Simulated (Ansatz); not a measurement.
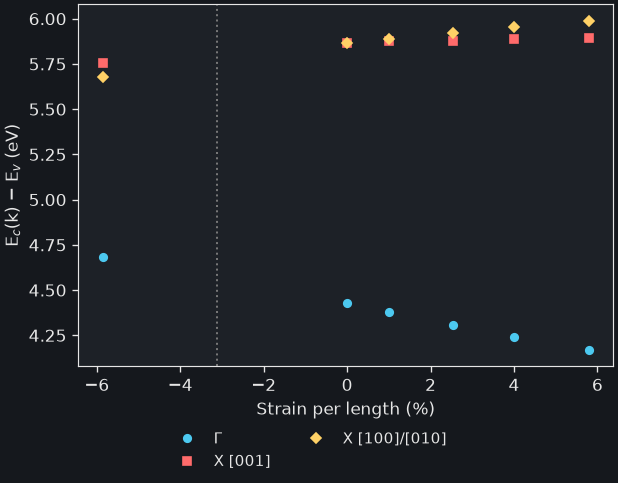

Lowest conduction level at each named k point, counted from the valence-band top at Γ. One run is left out (dotted line).

System: rocksalt KBr, space group Fm-3m (No. 225), 2 atoms in the primitive cell, relaxed with r2SCAN; unstrained, cubic a = 6.604 Å. The cell is strained biaxially in the xy plane; the length along z is relaxed again with r2SCAN. Points keep the names of the unstrained cell; those that the strain makes unlike carry their directions on the cubic axes x, y, z. Ansatz; PBE, Ansatz PAW set, no spin polarisation, no spin-orbit coupling, 6×6×6 k mesh, 420 eV cutoff, Fermi-Dirac smearing of 0.02 eV.

| strain | Γ (eV) | X [001] (eV) | X [100]/[010] (eV) |
| --- | --- | --- | --- |
| −5.86 % | 4.68 | 5.75 | 5.68 |
| 0 % | 4.43 | 5.87 | 5.87 |
| +1 % | 4.38 | 5.88 | 5.89 |
| +2.54 % | 4.31 | 5.88 | 5.92 |
| +4 % | 4.24 | 5.89 | 5.95 |
| +5.8 % | 4.17 | 5.89 | 5.99 |

Question: Fill in the row for −3.11 %.

Answer: Fits through the other points give 4.56 eV at Γ (a straight line), 5.82 eV at X [001] (a parabola) and 5.77 eV at X [100]/[010] (a parabola). The run itself gives 4.57, 5.82 and 5.78 eV, within 0.01 eV of the estimates.

Question: How does the strain split the X points of the conduction band?

Answer: Unstrained, the X points are equivalent. At −5.86 % the lowest conduction level is 5.68 eV at X [100]/[010] and 5.75 eV at X [001] above the valence top, a splitting of 0.08 eV, or 13 meV for each 1 % of strain on average.

The strain splits the threefold valence top at Γ, and levels count from its highest part. Spin-orbit coupling is left out, which matters for Br. LDA, GGA and most meta-GGA functionals understate gaps.
